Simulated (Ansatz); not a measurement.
# LiH (Fm-3m): G0W0 under other settings

A base run on LiH (Fm-3m), then changed inputs.

Calculated with Ansatz 0.2.0; G0W0 on PBE, plane waves, PAW.

The database entry behind the starting cell differs from later determinations by our own check (the deuteride, about 0.2 % short), so it need not match the best structure at ambient conditions.

## (1) The structure

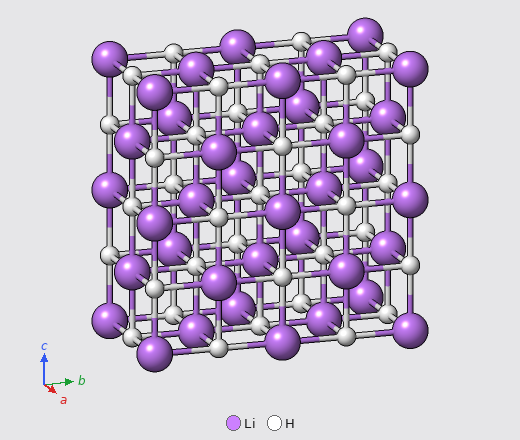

Start, viewed slightly off an axis; lithium purple, hydrogen white. 1×2×2 cells are drawn. This picture shows the conventional cell, with its axes. Some periodic images of atoms are drawn too.

Structure file:

```cif
data_structure
_symmetry_space_group_name_H-M 'Fm-3m'
_symmetry_Int_Tables_number 225
_cell_length_a 4.0735
_cell_length_b 4.0735
_cell_length_c 4.0735
_cell_angle_alpha 90.000
_cell_angle_beta 90.000
_cell_angle_gamma 90.000
_cell_volume 67.59
loop_
_atom_site_label
_atom_site_type_symbol
_atom_site_symmetry_multiplicity
_atom_site_Wyckoff_symbol
_atom_site_fract_x
_atom_site_fract_y
_atom_site_fract_z
_atom_site_occupancy
Li1 Li 4 a 0.00000 0.00000 0.00000 1
H1 H 4 b 0.50000 0.00000 0.00000 1
```

The cell and positions come from the Crystallography Open Database and are kept as given unless a step says otherwise. The default PAW set here is soft_2. Its files were made with PBE.

## (2) The base run: 6×6×6 mesh, 50 empty bands, screening to 120 eV

G0W0 replaces the xc potential by the self-energy, built once from these orbitals. Only a window of levels is corrected, while the sums run over the empty bands that the input names.

The input, input.yaml:

```yaml
crystal:
  lattice:
    - [0.0, 2.03675, 2.03675]
    - [2.03675, 0.0, 2.03675]
    - [2.03675, 2.03675, 0.0]
  atoms:
    - { symbol: Li, position: [0.0, 0.0, 0.0] }
    - { symbol: H, position: [0.5, 0.5, 0.5] }
kpoints:
  mp_grid: { grid: [6, 6, 6] }
hamiltonian:
  xc: pbe
scf:
  occupations: { method: fixed }
gw:
  n_empty_bands: 50
  ecut_chi: 120
  qp_bands: [v2, c2]
  qp_kpoints: band_edges
  screening: { model: contour_deformation }
```

On the command line:

```sh
> ansatz run input.yaml --threads 3 --pin off --max-ram 92160MiB --backend cuda --events-out ev --progress --plain --runs-dir out --devices 1 --max-vram 13GiB  # rebuilt from the run's record
```

Numbers of over 12 decimals in the logs are rounded to 6 here.

The log of the run:

```text
GPUs: using 1 of 1 available (devices: 1).
Engine: ansatz 0.2.0, x86_64-unknown-linux-gnu
Pseudopotentials: kind: paw
Pseudopotential: Li, paw, valence charge 3, recommended cutoff 420 eV (normal), Li.paw.azcp
Pseudopotential: H, paw, valence charge 1, recommended cutoff 420 eV (normal), H.paw.azcp
Functional definition: PBE
  parameter kappa = 0.804
  parameter beta = 0.066725
  exchange = pbe_x(kappa = kappa, mu = beta*pi^2/3)
  correlation = pbe_c(beta = beta)
device memory: the entry about to start is reckoned to put 0.3 GiB on a device that reports 48.3 GiB free (of which the cap on the GPU budget leaves the run 13.0 GiB)
GPU FFT provider: cuFFT
GPU libraries: cuBLAS 13.8.2, cuFFT 12.4.0, cuSOLVER 12.3.4
Crystal: 2 atoms, lattice volume = 16.898 Å³
Basis set: ecut = 420 eV, 331 PW (Γ)
Bands: 6, of which v1, the nominal top of the filled ones, is band 2 counted from 1 (1 counted from 0)
Symmetry: 48 space group operations
Space group: Fm-3m (ITA 225), of the structure as read, at distance tolerance 2.6e-5 Å
k-points: 16 of 216
Non-local potential: Li, projectors of the file, l = 0: 3, l = 1: 2, l = 2: 1
Non-local potential: H, projectors of the file, l = 0: 2, l = 1: 1
PAW form: soft (Blöchl's): semilocal exchange-correlation on the pseudo side does not see the compensation charge
PAW one-centre angular grid: Li, 110 points (default); XC on 64 Gauss nodes
PAW one-centre angular grid: H, 110 points (default); XC on 64 Gauss nodes
Initial density: superposition of atomic densities (neutral atoms: chi_scale 0, normalization atom), corrected by the library's trained network
Initial wavefunctions: pseudopotential atomic-orbital guess
GPU buffer pool allocated for 8000 grid points (all kernels)
GPU transforms: local potential and band sums: pruned to the plane-wave sphere, on 18×20×20
Functional: x = pbe(κ = 0.804, μ = 0.219515), c = pbe(β = 0.066725)
SCF iter   1: F=—  HF=-221.386512 eV  |F-HF|=—  |Δ(HF+E_count)|=         —  Δρ=8.47e-4  dr2=5.58e-5  ethr=1.77e-3  ⟨swp⟩=4.0  Hψ=746  notcnv=0  defer=22
preconditioner: auto → none  [insulator: Δε(μ)=3.006 eV  Ē_g=13.708 eV  n_scr=0 (ndim 8)  ℏωp=12.8 eV  f_vac=0.000  ε∞_Penn≈1.9]
SCF iter   2: F=—  HF=-221.386540 eV  |F-HF|=—  |Δ(HF+E_count)|=   2.74e-5  Δρ=3.70e-4  dr2=9.58e-6  ethr=1.40e-6  ⟨swp⟩=2.0  Hψ=259  notcnv=0  defer=27
SCF iter   3: F=—  HF=-221.386558 eV  |F-HF|=—  |Δ(HF+E_count)|=   1.88e-5  Δρ=5.34e-5  dr2=3.03e-7  ethr=2.39e-7  ⟨swp⟩=2.0  Hψ=146  notcnv=0  defer=27
iter 4 did not close the SCF: its close was put off for the readings that it lacked (scf_convergence_deferred on its scf_iter line)
SCF iter   4: F=-221.386559 eV  HF=-221.386559 eV  |F-HF|=3.27e-10  |Δ(HF+E_count)|=   7.41e-7  Δρ=3.25e-6  dr2=7.24e-10  ethr=7.59e-9  ⟨swp⟩=2.0  Hψ=112  notcnv=0  defer=27
[...]
E_aug_tail   = -0.001032  (compensation charges beyond the density's cutoff)
  E_ewald      = -92.592916
  E_smearing   = -0.000000  (= −TS)
  E_closure    = 0.000000  (closes the sum)
  Σ components = -221.386559   (vs F -221.386559, Δ=0.00e0)
--- Band table (eV; the first three rows and the last of 16) ---
  k-point 0: bands = ["-43.8346", "-4.7725", "15.9654", "17.8816", "17.8816", "17.8816"]
  k-point 1: bands = ["-43.8250", "-4.2936", "12.6082", "16.0174", "17.0993", "17.0993"]
  k-point 2: bands = ["-43.8058", "-3.0064", "7.6144", "14.3573", "16.4977", "16.4977"]
  k-point 15: bands = ["-43.7842", "0.3317", "4.4917", "7.4119", "11.6767", "17.4415"]
--- G₀W₀: contour deformation, 6 samples at zero and on the imaginary axis and 6 off it, 216 q-points, 50 empty bands' worth ---
  eigenvalues of the whole cell's RPA ε∞ on this k-mesh (on a slab, of 1 + 4πα/V) = 4.1860, 4.1860, 4.1860; static W/v taken at q = 0 is 0.238892
  gw.qp_kpoints: band_edges: 4 of 16 stored k-points solved, in 1 pass; an edge of the gap read off the rows below is read off those points alone
    valence top: of the k-points left out ik 10 came nearest to being solved in a further pass, in band 2 (counted from 1, as in the quasiparticle table): it holds the edge there only if its correction is more favourable than any solved in that band by at least 1.021 eV; those differ by 0.074 eV
    conduction bottom: of the k-points left out ik 10 came nearest to being solved in a further pass, in band 3 (counted from 1, as in the quasiparticle table): it holds the edge there only if its correction is more favourable than any solved in that band by at least 1.644 eV; those differ by 0.081 eV
  `?` marks the rows in doubt; gw_qp.tsv's column doubts and the gw_qp event give each row's grounds
    ik  band        ε_KS         Σx   Σc(E_QP)       V_xc       Z   E_QP_lin       E_QP  E_QP is
     3     1    -43.7962   -44.6433     8.9688   -28.9166  0.7443   -51.5559   -50.5540  root ?
     3     2     -2.0030   -14.3557     2.9363   -10.0584  0.7279    -3.4178    -3.3640  root
     3     3      5.2774    -4.1800    -3.8151    -8.4763  0.7898     5.7624     5.7585  root
     3     4     13.7398    -3.6065    -5.8373    -9.9175  0.7392    14.2209    14.2135  root
    11     1    -43.7872   -44.6619     8.9680   -28.9339  0.7445   -51.5498   -50.5471  root ?
    11     2     -0.5315   -14.2012     2.3142   -10.5845  0.7489    -1.8715    -1.8340  root
    11     3      5.4773    -3.1246    -3.9529    -7.6399  0.7887     6.0453     6.0397  root
    11     4      7.5748    -4.0403    -4.2246    -8.7983  0.7679     8.1154     8.1082  root
    12     1    -43.7844   -44.6691     8.9688   -28.9389  0.7445   -51.5490   -50.5458  root ?
    12     2      0.4866   -14.6836     2.0492   -11.3458  0.7575    -0.8340    -0.8019  root
    12     3      3.5049    -3.6287    -3.4865    -7.6097  0.7986     4.0029     3.9993  root
    12     4     11.0677    -2.6164    -4.8597    -8.1689  0.7490    11.7677    11.7606  root
    15     1    -43.7842   -44.6683     8.9677   -28.9395  0.7445   -51.5481   -50.5453  root ?
    15     2      0.3317   -14.5565     2.0935   -11.1757  0.7562    -0.9883    -0.9556  root
    15     3      4.4917    -3.3645    -3.7256    -7.6245  0.7946     5.0307     5.0261  root
    15     4      7.4119    -2.7986    -4.3134    -7.6980  0.7729     8.0056     7.9978  root
[key lines of the parts left out:]
SCF converged after 6 iterations
Free energy (F): -221.386559 eV
Fermi energy:    0.486615 eV
```

Wall time 9.1 s (1 × NVIDIA H100 80GB HBM3 (shared by 6 runs) with 3 threads of AMD EPYC 7R13 (Zen 3), shared host); peak memory 0.98 GiB.

This step gave:

```yaml
bands_summed: 52
rpa_eps_infinity_on_this_mesh_eigenvalues: 4.186, 4.186, 4.186
plane_waves_in_the_screening_matrix: 59
q_points_in_the_mesh: 216
g0w0_gap_on_the_mesh: 4.801 eV
k_of_the_valence_top: 0, -0.5, -0.5
k_of_the_conduction_bottom: 0, -0.5, -0.5
starting_gap_on_the_mesh: 3.018 eV
z_at_the_valence_top: 0.7575
z_at_the_conduction_bottom: 0.7986
least_direct_g0w0_gap_on_the_computed_points: 4.801 eV
```

The gap on the mesh goes from 3.02 eV to 4.80 eV, a correction of +1.78 eV. Between the two edge states, bare exchange in place of the xc potential would open the gap by 7.32 eV, and correlation takes back 5.54 eV.

## (3) Variant: low screening cutoff

input.yaml: that of step 2 with these lines changed.

```diff
@@ -16,3 +16,3 @@
   n_empty_bands: 50
-  ecut_chi: 120
+  ecut_chi: 25
   qp_bands: [v2, c2]
```

The log of the run:

```text
GPUs: using 1 of 1 available (devices: 1).
[...]
GPU FFT provider: cuFFT
GPU libraries: cuBLAS 13.8.2, cuFFT 12.4.0, cuSOLVER 12.3.4
Crystal: 2 atoms, lattice volume = 16.898 Å³
Basis set: ecut = 420 eV, 331 PW (Γ)
Bands: 6, of which v1, the nominal top of the filled ones, is band 2 counted from 1 (1 counted from 0)
[... 1 set-up line as in the run before ...]
[...]
k-points: 16 of 216
[...]
GPU buffer pool allocated for 8000 grid points (all kernels)
[...]
SCF iter   1: F=—  HF=-221.386512 eV  |F-HF|=—  |Δ(HF+E_count)|=         —  Δρ=8.47e-4  dr2=5.58e-5  ethr=1.77e-3  ⟨swp⟩=4.0  Hψ=746  notcnv=0  defer=22
[...]
SCF iter   6: F=-221.386559 eV  HF=-221.386559 eV  |F-HF|=2.84e-13  |Δ(HF+E_count)|=  4.02e-11  Δρ=9.18e-8  dr2=1.45e-12  ethr=1.00e-12  ⟨swp⟩=3.2  Hψ=481  notcnv=0
SCF 1 converged in 6 iterations: F = -221.386559 eV  dr2 = 1.45e-12
[...]
NSCF: frozen V_eff on 16 k-points, pencils in batches of 32, up to order 24
[...]
NSCF: frozen V_eff on 16 k-points
G₀W₀ screening: q 1/16
[... further progress lines ...]
[...]
SCF converged after 6 iterations
Free energy (F): -221.386559 eV
[...]
Internal energy: -221.386559 eV  (E = F + TS)
E sigma→0 (E₀):  -221.386559 eV
Fermi energy:    0.486615 eV
[...]
--- Band table (eV; the first three rows and the last of 16) ---
[...]
3     1    -43.7962   -44.6433     9.2382   -28.9166  0.7248   -51.2926   -50.2847  root ?
     3     2     -2.0030   -14.3557     3.2664   -10.0584  0.7434    -3.0620    -3.0339  root
     3     3      5.2774    -4.1800    -3.7599    -8.4763  0.7875     5.8186     5.8137  root
     3     4     13.7398    -3.6065    -5.5413    -9.9175  0.7487    14.5472    14.5095  root
    11     1    -43.7872   -44.6619     9.2330   -28.9339  0.7250   -51.2874   -50.2821  root ?
    11     2     -0.5315   -14.2012     2.6923   -10.5845  0.7687    -1.4732    -1.4558  root
    11     3      5.4773    -3.1246    -3.8881    -7.6399  0.7866     6.1116     6.1045  root
    11     4      7.5748    -4.0403    -4.1124    -8.7983  0.7684     8.2310     8.2204  root
    12     1    -43.7844   -44.6691     9.2333   -28.9389  0.7251   -51.2868   -50.2813  root ?
    12     2      0.4866   -14.6836     2.4842   -11.3458  0.7817    -0.3797    -0.3669  root
    12     3      3.5049    -3.6287    -3.4180    -7.6097  0.7971     4.0725     4.0678  root
    12     4     11.0677    -2.6164    -4.7793    -8.1689  0.7445    11.8476    11.8409  root
    15     1    -43.7842   -44.6683     9.2325   -28.9395  0.7251   -51.2860   -50.2806  root ?
    15     2      0.3317   -14.5565     2.5212   -11.1757  0.7800    -0.5411    -0.5278  root
    15     3      4.4917    -3.3645    -3.6589    -7.6245  0.7928     5.0986     5.0928  root
    15     4      7.4119    -2.7986    -4.2494    -7.6980  0.7701     8.0717     8.0618  root
```

It took 9 s on 1 × NVIDIA H100 80GB HBM3 (shared by 6 runs) with 3 threads; peak memory 0.99 GiB; 12 s of CPU time.

Against the base:

```tsv
setting	base	variant
screening cutoff (eV)	120	25
```

```tsv
quantity	variant	base
starting gap on the mesh	3.018	3.018
G0W0 gap on the mesh	4.435	4.801
least direct G0W0 gap on the computed points	4.435	4.801
Z at the valence top	0.782	0.757
Z at the conduction bottom	0.797	0.799
```

## (4) Summary of results

| Item | Value |
| --- | --- |
| base | 4.80 eV, 9.1 s |
| low screening cutoff | 4.43 eV, 9 s |

**Reading.** Low screening cutoff: the gap moves by −0.37 eV; such settings are too crude to quote. All runs here use a coarse mesh and modest cutoffs; they test settings and are not final values.

[Paths, hosts, dates, memory and timing lines, banners, echoed tables and standing remarks are left out of the program output.]

[Logs are printed without paths, hosts, clocks, repeated set-up lines and the standing remarks that a program may print on its own settings, such as how far it seeks lower states.]

[Runs of the session that timed out or met a known fault of the program may be left out.]

[Cells called generated may have been cut or substituted from an entry of the Crystallography Open Database or the Materials Project.]

[Hosts, paths, dates, database ids (printed as entryN), source tags and the programs' standing remarks are cut or masked in the printed files.]
